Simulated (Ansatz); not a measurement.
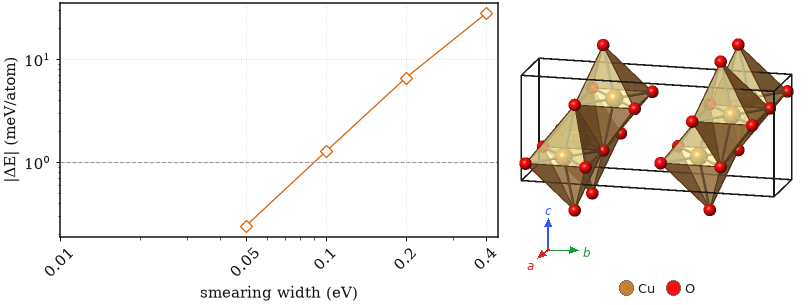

Beside the plot: the structure in its conventional cell.

Scan of the smearing width.
The run: CuO2 (Cmcm, 6 atoms in the cell), by DFT PBEsol, scalar-relativistic, plane waves, PAW in Ansatz; cutoff 420 eV, 7×7×4 k-mesh, collinear spins, Gaussian smearing.
ΔE is the free energy less its value at the smallest setting, 0.01 eV.
Dashed lines or grey bands mark the tolerance: 1 meV/atom.
On logarithmic panels, open markers lie below the reference value and filled ones above.
The atoms sit off their equilibrium sites.

**From which setting is the free energy converged to 1 meV/atom?**

The free energy is within 1 meV/atom of the smallest setting's value from 0.05 eV down. It is off by 28 meV/atom at 0.4 eV, 6.6 meV/atom at 0.2 eV and 1.3 meV/atom at 0.1 eV (always below it). The free energy falls with the width because it holds the −TS term of the fractional occupations.
